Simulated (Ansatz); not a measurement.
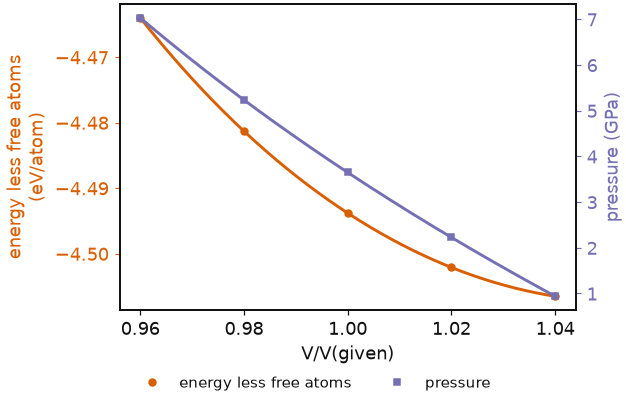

Plotted: energy less free atoms and pressure against V/V(given) for Ge, space group Fd-3m (No. 227).

Cell as given: a = 4.000 Å, b = 4.000 Å, c = 4.000 Å, α = 60.00°, β = 60.00°, γ = 60.00°; 2 atoms.

Calculation (Ansatz 0.2.0): periodic Kohn-Sham DFT of a crystal at fixed atoms, scaled to the stated factor times the given cell; pressure positive in compression, energy less spherical unpolarised free atoms. Level: PBE.

method all-electron LAPW; relativity scalar; k mesh 10×10×10; occupations Fermi–Dirac; smearing width 0.05 eV; basis error target 0.25 (meV/atom); nucleus Gaussian.

V(given) is 22.64 Å³/atom.

How does the energy less free atoms vary with V/V(given)?

Answer. It falls from −4.4640 eV/atom at V/V(given) 0.96 to −4.5065 eV/atom at 1.04.

What does the pressure do across the range?

Answer. It falls from 7.031 GPa at V/V(given) 0.96 to 0.939 GPa at 1.04.

Note: small gap, it may come from the mesh; the volumes run don't bracket the minimum of the energy, so any equilibrium value is extrapolated.
